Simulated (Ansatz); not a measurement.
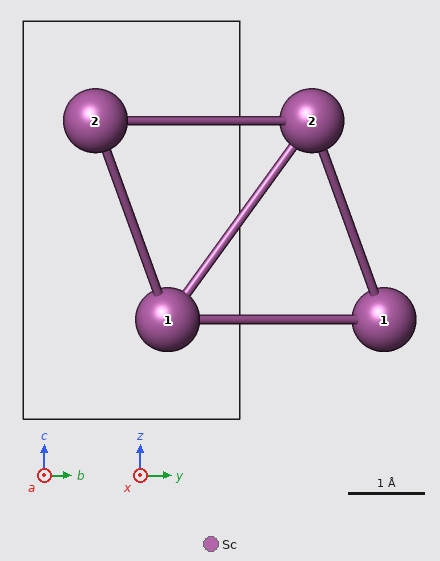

Solid Sc (P6_3/mmc): the cell is strained along z alone, with the atoms kept at their fractional coordinates. x, y and z are the Cartesian axes of the input. The picture shows the reference cell. A ball-and-stick model of the cell of the calculation, repeated 2 × 2 × 1 with one cell outlined, seen along the a axis.

Computed with Ansatz, DFT PBE, scalar-relativistic, plane waves, PAW. Set-up: plane-wave cutoff 420 eV; k-point mesh 18 × 18 × 10; occupations gaussian; smearing width 0.15 eV; no spin polarisation. Energies (free energies at the smearing named) are counted from the cell as listed in its source, which wasn't relaxed.

The input:
```yaml
crystal:
  lattice:
    - [3.3087978973, 0.0, 0.0]
    - [-1.6543989486, 2.865503035, 0.0]
    - [0.0, 0.0, 5.268]
  atoms:
    - { symbol: Sc, position: [0.3333333333, 0.6666666667, 0.25] }
    - { symbol: Sc, position: [0.6666666667, 0.3333333333, 0.75] }
basis:
  ecutwfc: 420
kpoints:
  mp_grid: { grid: [18, 18, 10] }
hamiltonian:
  xc: pbe
scf:
  occupations: { method: gaussian, width: 0.15 }
output:
  forces: true
  stress: true
  eigenvalues: true
  write_density: true
  write_potential: true
  elf: true
  volumetric_format: npy
```

Launched with:
```bash
ansatz run input.yaml --threads 1 --pin off --max-ram 2560MiB --backend cpu --events-out ev --progress --plain --runs-dir out
```

Question: What energies does the calculation give (the strain: −0.0200, −0.0150, −0.0100, −0.0050, 0.0000, 0.0050, 0.0100, 0.0150, 0.0175, 0.0200)?

Answer:
```csv
strain,energy change (meV/atom)
−0.0200,−2.2
−0.0150,−2.2
−0.0100,−1.8
−0.0050,−1.1
0.0000,0.0
0.0050,1.5
0.0100,3.3
0.0150,5.4
0.0175,6.6
0.0200,7.9
```

The lowest computed point lies at the strain −0.015 (−2.2 meV/atom). The end points stand at −2.2 meV/atom (−0.02) and 7.9 meV/atom (0.02). The unrelaxed reference is under a pressure of −0.6 GPa, which tilts the curve. The distortion keeps the space group P6_3/mmc. At the strain −0.02 the cell of the drawing goes c 5.268 → 5.163 Å.
